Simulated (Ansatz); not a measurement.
```xyz
1
Lattice="-2.5669 0.0146 0.0197 -1.2832 1.6824 -1.5565 -1.2853 -1.8215 -1.6952" Properties=species:S:1:pos:R:3 pbc="T T T"
Zn    0.0000    0.0000    0.0000
```

Space group P-1; a structure from a database of computed crystals, not necessarily the ambient phase.

Computed with Kohn-Sham DFT of a periodic cell, PBE with D3(BJ), Ansatz PAW (Ansatz 0.2.0).

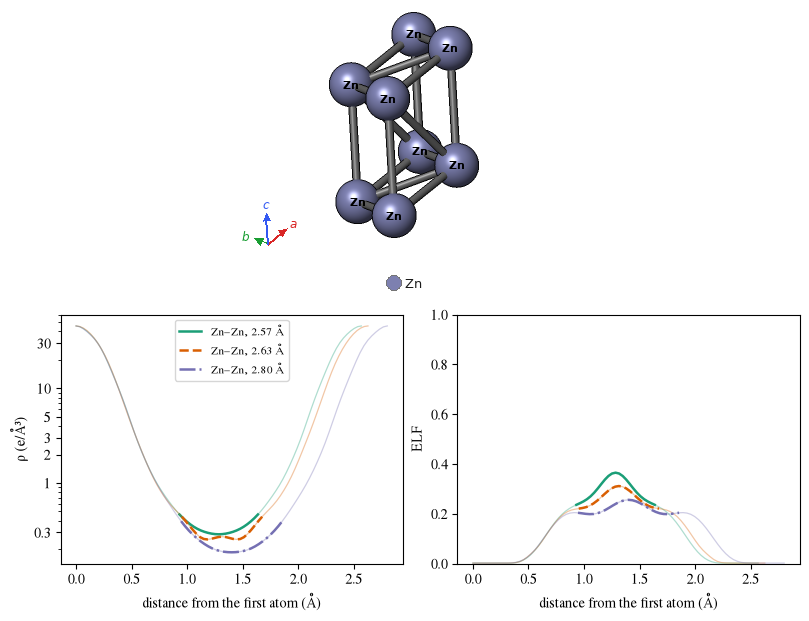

Zn. Valence pseudo-density and ELF along straight lines between neighbouring atoms. Thin, pale parts lie inside the atomic spheres. The structure is drawn too.

In a PAW calculation such maps are meaningful between the atoms, not at the nuclei.

**Compare the contacts.**

Zn–Zn (2.57 Å): ρ is about 0.29 e/Å³ halfway; the ELF is about 0.35 at the midpoint.
Zn–Zn (2.63 Å): ρ at the midpoint is about 0.27 e/Å³; the ELF is about 0.30 at the midpoint.
Zn–Zn (2.80 Å): the density is about 0.19 e/Å³ at the midpoint; the ELF is about 0.25 at the midpoint: no shared electron pair shows on this line.
